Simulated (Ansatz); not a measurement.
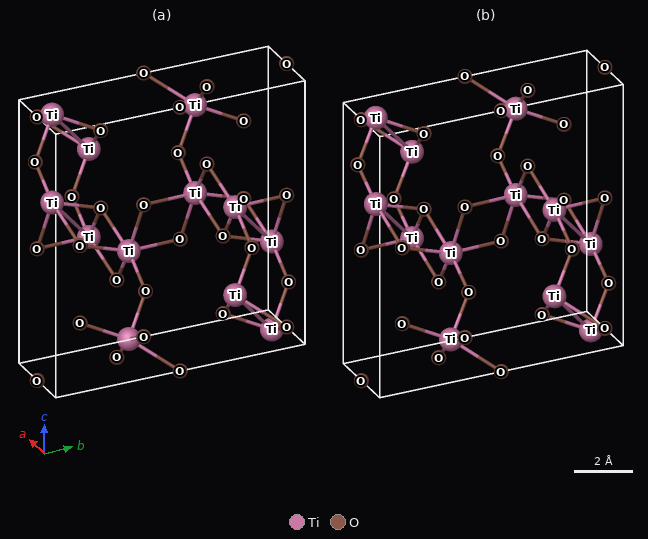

The structure of solid TiO₂ (set up in Cmcm) before (left) and after (right) a relaxation, at one scale.

A ball-and-stick model of the conventional cell (2 times the calculation's cell), seen from a free direction. Lengths and directions refer to the drawn axes.

The run lets cell and atoms move.

These are results of Kohn-Sham DFT of a periodic cell, PBE with D3(BJ), Ansatz PAW in Ansatz 0.2.0, not measurements.

Input
```yaml
crystal:
  lattice:
    - [1.474097, -4.79653, 0.0]
    - [1.474097, 4.79653, 0.0]
    - [0.0, 0.0, 10.235223]
  atoms:
    - { symbol: Ti, position: [0.866913, 0.133087, 0.583142] }
    - { symbol: Ti, position: [0.133087, 0.866913, 0.416858] }
    - { symbol: Ti, position: [0.866913, 0.133087, 0.916858] }
    - { symbol: Ti, position: [0.133087, 0.866913, 0.083142] }
    - { symbol: O, position: [0.5, 0.5, 0.5] }
    - { symbol: O, position: [0.5, 0.5, 0.0] }
    - { symbol: O, position: [0.934235, 0.065765, 0.75] }
    - { symbol: O, position: [0.065765, 0.934235, 0.25] }
    - { symbol: O, position: [0.7544, 0.2456, 0.102866] }
    - { symbol: O, position: [0.2456, 0.7544, 0.897134] }
    - { symbol: O, position: [0.2456, 0.7544, 0.602866] }
    - { symbol: O, position: [0.7544, 0.2456, 0.397134] }
hamiltonian:
  xc: pbe
  pseudopotentials: { kind: paw }
  dispersion: d3bj
kpoints:
  mp_grid: { grid: [9, 9, 3] }
scf:
  occupations: { method: fermi_dirac, width: 0.05 }
output:
  forces: true
  stress: true
  eigenvalues: true
relax:
  f_tol: 0.01
  max_steps: 40
  cell: { stress_tol: 0.05 }
```

Run as
```bash
ansatz run input.yaml --threads 4 --pin off --max-ram 11264MiB --backend cpu --events-out ev --progress --plain --runs-dir out
```

What changed between the two?

Answer. The largest moves relative to the cell, 0.058 Å, are those of O atoms. Largest moves by element: O 0.058 Å, Ti 0.015 Å. The volume changes by −4.1 %, with a 2.948 → 2.922 Å (−0.9 %), b 9.593 → 9.370 Å (−2.3 %), c 10.235 → 10.139 Å (−0.9 %). Among the contacts that change: Ti–Ti 3.069 → 3.031 Å, Ti–Ti 3.178 → 3.141 Å, Ti–Ti 2.948 → 2.922 Å, O–Ti 2.128 → 2.105 Å. Bond angles that change, for instance: Ti–O–Ti 138.6° → 135.2°. The space group stays Cmcm (No. 63). Over 6 accepted moves (8 points after the start) the energy falls by 6.3 meV per atom. The largest force component goes from 0.16 to 0.0022 eV/Å. The pressure goes from −4.32 to −0.01 GPa. At 2 points the geometry stayed and the basis and grid were re-selected for the new cell (energy shift of 1.5 meV per atom at most each time).
